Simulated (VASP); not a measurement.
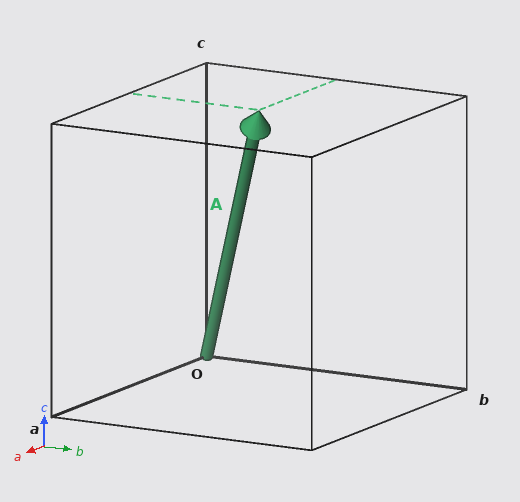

Crystal: HfO₂, the end point of a relaxation with VASP Kohn-Sham DFT of a periodic cell, vdW-DF-cx, VASP PAW PBE potentials, recommended in VASP 6.6.1. The arrow starts at a corner of the unit cell and ends on its surface; where a tip isn't a corner, dashed lines run from it parallel to the axes. Symmetry computed with spglib at a tolerance of 0.002 Å; standard conventional cell.

a = 5.217 Å, b = 5.006 Å, c = 5.027 Å, α = 90.00°, β = 90.00°, γ = 90.00°.

### Index the direction.

Arrow A runs from (0, 0, 0) to (1/2, 1/2, 1), so [1 1 2].

### How long is the vector ua + vb + wc?

12.383 Å.
